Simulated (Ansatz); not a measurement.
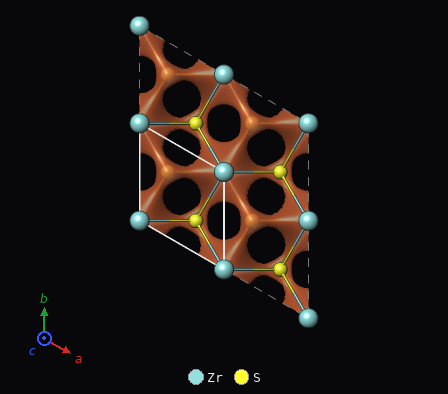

Crystal voids of ZrS2 (P-3m1): the orange surface encloses the regions where the procrystal electron density, the sum of the densities of spherically averaged neutral Hartree-Fock atoms, is below 0.007 e/bohr³ (2×2×1 cells, view along the c axis). No self-consistent density enters. Pale faces close the region where the drawn box cuts it. From Rb on the atoms have core potentials, so only their outer electrons count. The usual level for crystal voids is 0.002 e/bohr³; this crystal has almost no region below it, so a higher level is used, which marks the interstitial space of lowest density.

The cell is taken from a calculation's input that goes back to an entry of the Crystallography Open Database (an earlier step may have relaxed or displaced it).

```cif
data_structure
_symmetry_space_group_name_H-M 'P-3m1'
_symmetry_Int_Tables_number 164
_cell_length_a 3.6300
_cell_length_b 3.6300
_cell_length_c 5.8500
_cell_angle_alpha 90.000
_cell_angle_beta 90.000
_cell_angle_gamma 120.000
_cell_volume 66.76
loop_
_atom_site_label
_atom_site_type_symbol
_atom_site_symmetry_multiplicity
_atom_site_Wyckoff_symbol
_atom_site_fract_x
_atom_site_fract_y
_atom_site_fract_z
_atom_site_occupancy
Zr1 Zr 1 a 0.00000 0.00000 0.00000 1
S1 S 2 d 0.33333 0.66667 0.24920 1
```

### What share of the cell is void by this measure?

The voids take about 7.4 % of the cell (5 Å³ of 66.8 Å³) and are bounded by about 22 Å² of surface per cell.

### What shape does the empty space take in three dimensions?

Where they connect, they form a two-dimensional network in layers parallel to (001).

### How low does the density fall, and where?

To about 0.0036 e/bohr³ near 0.00, 0.00, 0.50 (fractional), 2.6 Å from the nearest nucleus.

### At what density do the voids first join through the crystal?

At about 0.0064 e/bohr³, as a two-dimensional network in layers parallel to (001).
